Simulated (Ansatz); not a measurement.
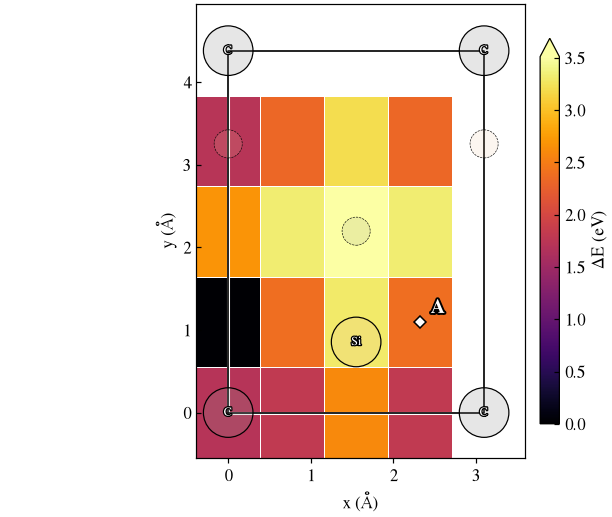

C on a SiC(110) slab cut from the F-43m phase, its upper half relaxed before the scan (32 atoms of substrate and one adsorbate in a 2 × 2 cell). C is moved over the surface cell; relaxed at each place: the height of the adsorbate's atoms; substrate rigid; the origin of the map has the adsorbate above C29. Places are given modulo a cell vector. The map is drawn in real space over the plane of the surface. The grid has 4 × 4 points; 12 points were computed and 4 follow by symmetry. Places are given in fractions of the 1 × 1 surface cell. Energies: eV, counted from the lowest grid point. Energies and slopes of some neighbouring points disagree (a jump in structure or state, or too coarse a mesh). The magnetic moment jumps between some neighbouring points. All numbers below come from DFT PBE, scalar-relativistic, plane waves, PAW (Ansatz 0.2.0). Settings: cutoff 420 eV, k-mesh 5×3×1, gaussian smearing 0.05 eV, spin-polarised.

In the figure: one coloured cell a grid point, labelled circles for the atoms of the top layer and small ones for the second layer, the outline of one cell of the plane, one colour for all values above the top of the scale, the point A.

Question: Which way does the force act at A, and how strong is it?

Answer: A, at (3/4, 1/4) of the cell vectors, is not a stationary point. The computed force is 3 eV/Å in the plane, pointing right in the picture (components 2.8 and −1.1 eV/Å).

PAW datasets: the set soft_1.
